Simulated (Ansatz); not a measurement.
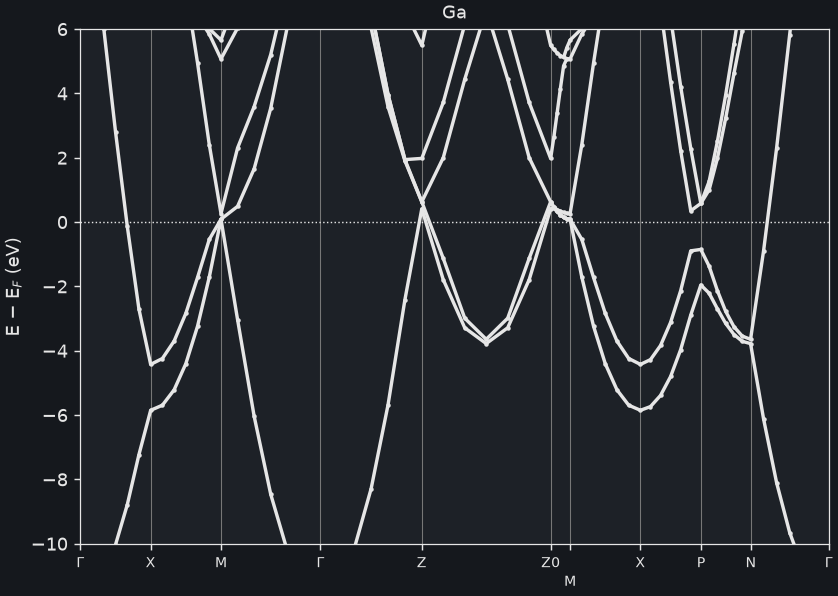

Band structure. Energies are counted from the Fermi level. The path runs straight from each named point to the next. The path has few k points, so lines between them are rough.

Which Bravais lattice do the labels of the path belong to?

Answer. A body-centred tetragonal lattice: the path Γ–X–M–Γ–Z–Z0–M–X–P–N–Γ runs through the special points of its Brillouin zone.

System: Ga, space group I4/mmm (No. 139), 1 atom in the cell, a structure borrowed from another compound.

Ansatz 0.2.0; DFT with r2SCAN, PAW plane waves, no spin polarisation, 15×15×15 k mesh, 500 eV cutoff, Fermi-Dirac smearing of 0.1 eV.

Is there a gap at the Fermi level?

Answer. A metal: bands cross the Fermi level along this path.

The structure was built from a prototype or by substitution, so it need not be a known phase.
